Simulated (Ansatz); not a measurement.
## Sr: single-point calculation

Sr (I4/mmm, 1 atom in the cell), computed with DFT PBEsol, scalar-relativistic, plane waves, PAW, no spin polarisation (Ansatz 0.2.0).

The structure derives from an entry of the Crystallography Open Database. It belongs to a series of runs on one base structure; here: strain +0.050 along x and y, +0.000 along z, atoms carried along. Figures and captions count atoms from 1; the log counts them from 0 in places.

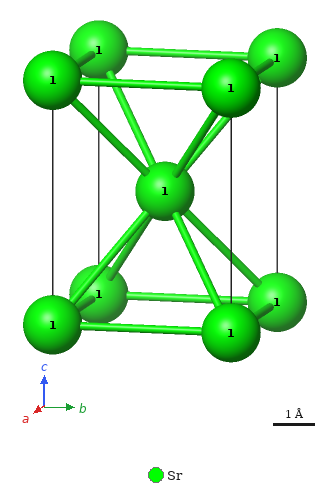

Figure 1. The input geometry (ball-and-stick view of the cell 2 times as large as that of the calculation, set on its symmetry axes, seen slightly off an axis; atoms are numbered from 1 in the order of the input). An atom can appear more than once, as a periodic image.

**Input**
```yaml
crystal:
  lattice:
    - [0.0, 3.1944675, 3.04235]
    - [3.1944675, 0.0, 3.04235]
    - [3.1944675, 3.1944675, 0.0]
  atoms:
    - { symbol: Sr, position: [0.0, 0.0, 0.0] }
basis:
  ecutwfc: 420
kpoints:
  mp_grid: { grid: [10, 10, 10] }
hamiltonian:
  xc: pbesol
scf:
  occupations: { method: gaussian, width: 0.03 }
output:
  forces: true
  stress: true
  eigenvalues: true
```

Run on 1 thread of AMD EPYC (Zen 5), 32 GiB of memory available, shared host.

Launched with:
```bash
ansatz run input.yaml --threads 1 --pin off --max-ram 2560MiB --backend cpu --events-out ev --progress --plain --runs-dir out
```

**What the program printed**
```
Engine: ansatz 0.2.0, x86_64-unknown-linux-gnu
Pseudopotentials: kind: paw
Pseudopotential: Sr, paw, valence charge 10, recommended cutoff 420 eV (normal), Sr.paw.azcp
Functional definition: PBEsol
  exchange = pbesol_x
  correlation = pbesol_c
Crystal: 1 atoms, lattice volume = 62.092 Å³
Basis set: ecut = 420 eV, 1211 PW (Γ), exchange–correlation on 60×60×64 points (8 copies of the dense FFT grid, shifted against one another)
Bands: 9, of which v1, the nominal top of the filled ones, is band 5 counted from 1 (4 counted from 0)
Symmetry: 16 space group operations
Space group: I4/mmm (ITA 139), of the structure as read, at distance tolerance 4.0e-5 Å
k-points: 102 of 1000
Non-local potential: Sr, projectors of the file, l = 0: 3, l = 1: 2, l = 2: 2
PAW form: soft (Blöchl's): semilocal exchange-correlation on the pseudo side does not see the compensation charge
PAW frozen core: Sr, regenerated for the run's functional, and the local potential with it (the file was generated under x = pbe(κ = 0.804, μ = 0.2195149727645171), c = pbe(β = 0.06672455060314922))
PAW one-centre angular grid: Sr, 110 points (default); XC on 64 Gauss nodes
Initial density: superposition of atomic densities (neutral atoms: chi_scale 0, normalization atom), corrected by the library's trained network
Initial wavefunctions: pseudopotential atomic-orbital guess
Functional: x = pbesol(κ = 0.804, μ = 0.12345679012345678), c = pbesol(β = 0.046)
SCF iter   1: F=—  HF=-3492.151415 eV  |F-HF|=—  |Δ(HF+E_count)|=         —  Δρ=1.06e-3  dr2=3.53e-4  ethr=1.77e-3  ⟨swp⟩=7.6  Hψ=8369  notcnv=0
preconditioner: auto → Kerker (q_TF=auto, 2.012 Å⁻¹)  [metal: Δε(μ)=0.023 eV  Ē_g=3.297 eV  σ=0.030 eV  W_gap=0.40  n_scr=12 (ndim 8)  ℏωp=6.7 eV  f_vac=0.000  D(μ)=2.17/eV (n_scr^D=14)]
SCF iter   2: F=—  HF=-3492.151955 eV  |F-HF|=—  |Δ(HF+E_count)|=   5.41e-4  Δρ=4.48e-4  dr2=9.49e-5  ethr=3.53e-6  ⟨swp⟩=3.0  Hψ=2743  notcnv=0
SCF iter   3: F=—  HF=-3492.151975 eV  |F-HF|=—  |Δ(HF+E_count)|=   1.93e-5  Δρ=1.11e-4  dr2=1.13e-5  ethr=9.49e-7  ⟨swp⟩=2.0  Hψ=1058  notcnv=0
SCF iter   4: F=—  HF=-3492.151970 eV  |F-HF|=—  |Δ(HF+E_count)|=   4.28e-6  Δρ=3.18e-5  dr2=1.10e-6  ethr=1.13e-7  ⟨swp⟩=2.0  Hψ=1079  notcnv=0
iter 5 did not close the SCF: its close was put off for the readings that it lacked (scf_convergence_deferred on its scf_iter line)
SCF iter   5: F=-3492.151970 eV  HF=-3492.151970 eV  |F-HF|=9.49e-9  |Δ(HF+E_count)|=   1.26e-7  Δρ=1.06e-5  dr2=2.52e-8  ethr=1.10e-8  ⟨swp⟩=2.3  Hψ=1182  notcnv=0
SCF iter   6: F=-3492.151970 eV  HF=-3492.151970 eV  |F-HF|=8.95e-10  |Δ(HF+E_count)|=   1.20e-8  Δρ=3.67e-6  dr2=2.95e-9  ethr=2.52e-10  ⟨swp⟩=2.6  Hψ=3632  notcnv=0
SCF 1 converged in 6 iterations: F = -3492.151970 eV  dr2 = 2.95e-9
  greatest PAW one-centre occupation: 0.988 electrons in one spin orbital (limit 2), on the Sr atom at site 0 (counted from 0), in its partial waves of l = 0
```

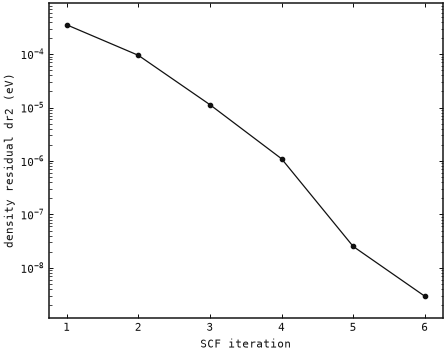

Figure 2. Convergence of the self-consistent field: density residual dr2 against the SCF iteration. The residual falls at every step.

```
SCF converged after 6 iterations
Free energy (F): -3492.151970 eV
Harris-Foulkes:  -3492.151970 eV  (|F-HF|=8.95e-10)
Internal energy: -3492.150981 eV  (E = F + TS)
E sigma→0 (E₀):  -3492.151476 eV
Entropy (-TS):   -0.000990 eV (-0.990 meV/atom)
Fermi energy:    4.210389 eV
--- Per-component energies (eV) ---
  E_band       = -146.478105
  E_kinetic    = 240.233767
  E_local      = -804.990543  (includes V_loc(G=0)·N_el)
  E_nonlocal   = 204.250370
  E_hartree    = 206.757825
  E_xc         = -168.840517
  E_vxc        = -157.746230  (∫ρ·V_xc dr)
  E_paw        = -2644.560949  (= ΣΔE_a)
  E_vpaw       = -41.740355  (= ΣTr[D̂ρ^β])
  E_aug_tail   = -0.000001  (compensation charges beyond the density's cutoff)
  E_ewald      = -525.135279
  E_core_change = 0.134347  (= ΣΔE_core)
  E_smearing   = -0.000990  (= −TS)
  E_closure    = -0.000000  (closes the sum)
  Σ components = -3492.151970   (vs F -3492.151970, Δ=0.00e0)
--- Forces (eV/Å), atoms counted from 1 ---
  atom   1  Sr    -0.00000000     0.00000000     0.00000000
  max |Σ_I F_I| component: 9.86e-32 eV/Å
--- Stress (GPa, compression-positive) ---
       -1.652908       0.000000       0.000000
        0.000000      -1.652908       0.000000
        0.000000       0.000000      -1.523289
  P = ⅓ Tr σ = -1.6097 GPa (-16.097 kbar)
--- Band table (eV; the first three rows and the last of 102) ---
  k-point 0: bands = ["-32.5801", "-14.4950", "-14.4950", "-14.4929", "0.7281", "6.3315", "6.3315", "6.5575", "7.5073"]
  k-point 1: bands = ["-32.5794", "-14.5067", "-14.4972", "-14.4949", "0.8717", "6.1673", "6.3904", "6.5690", "7.4436"]
  k-point 2: bands = ["-32.5774", "-14.5388", "-14.5028", "-14.4983", "1.2861", "5.6873", "6.4491", "6.6646", "7.4499"]
  k-point 101: bands = ["-32.5687", "-14.6145", "-14.5494", "-14.5494", "3.7724", "4.5606", "5.2657", "8.5881", "8.6748"]
```

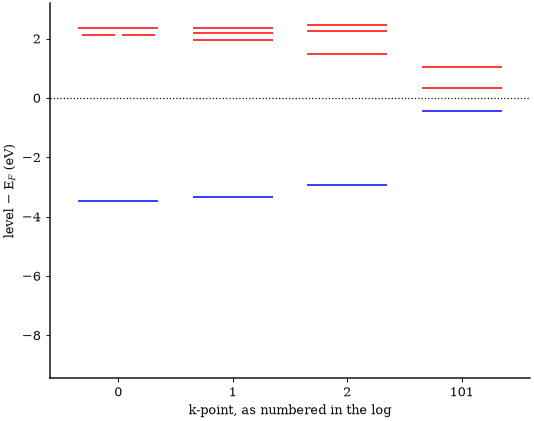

Figure 3. Kohn–Sham levels near the Fermi level (dotted) at the few k-points that the log prints; levels within 0.02 eV of each other stand side by side. The system is metallic on the full mesh.

**Summary**

```json
{"quantity": "outcome", "value": "converged"}
{"quantity": "space group (tolerance 0.01 Å)", "value": "I4/mmm (139)"}
{"quantity": "electrons treated", "value": "10"}
{"quantity": "free energy", "value": "−3492.1520 eV"}
{"quantity": "Fermi energy", "value": "4.210 eV"}
{"quantity": "gap on the k-point mesh", "value": "none (metallic)"}
{"quantity": "pressure", "value": "−1.61 GPa"}
{"quantity": "largest force (length of the vector)", "value": "under 0.001 eV/Å"}
{"quantity": "wall time", "value": "1 s"}
{"quantity": "peak memory", "value": "0.4 GiB"}
```
